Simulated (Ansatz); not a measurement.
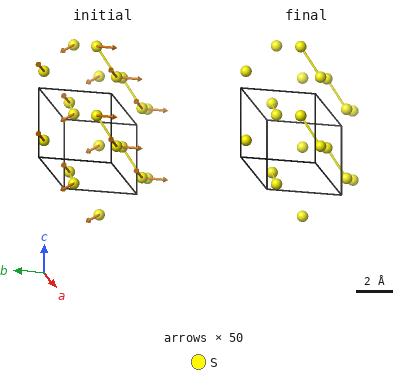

The structure of a crystal of S (a generated structure, set up in P3_121) before (left) and after (right) a relaxation, at one scale. The orange arrows give the displacements (the part carried along by the change of the cell is left out), 50 times their true length.

A ball-and-stick model of the cell of the calculation, repeated 2 × 1 × 2 with one cell outlined, seen from a free direction.

Case: Se → S on all its sites, cell and atoms relaxed.

Computed with DFT PBE+D3(BJ), scalar-relativistic, plane waves, PAW in Ansatz 0.2.0. Set-up: plane-wave cutoff 420 eV; k-point mesh 6 × 6 × 6; occupations gaussian; smearing width 0.02 eV; no spin polarisation; cell and atoms relaxed; force threshold 0.01 eV/Å; at most 60 steps.

**What changed between the two?**

The energy falls by 2.0 meV per atom in 3 accepted moves (4 points after the start). The largest force component goes from 0.05 to 0.0029 eV/Å. The pressure goes from 0.36 to 0.02 GPa. At 1 point the geometry stayed and the basis and grid were re-selected for the new cell (energy shift of 0.1 meV per atom at most each time). The largest moves relative to the cell, 0.024 Å, are those of S atoms. Cell: a = b 4.208 → 4.317 Å (+2.6 %), c 4.434 → 4.425 Å (−0.2 %). Volume +5.0 %. Among the contacts that change: S–S 2.089 → 2.084 Å. The space group stays P3_121 (No. 152). Cost: 19 s on 1 thread of AMD EPYC 7R43 64-Core Processor (Zen 3), with other jobs on the host, peak memory 0.41 GiB.
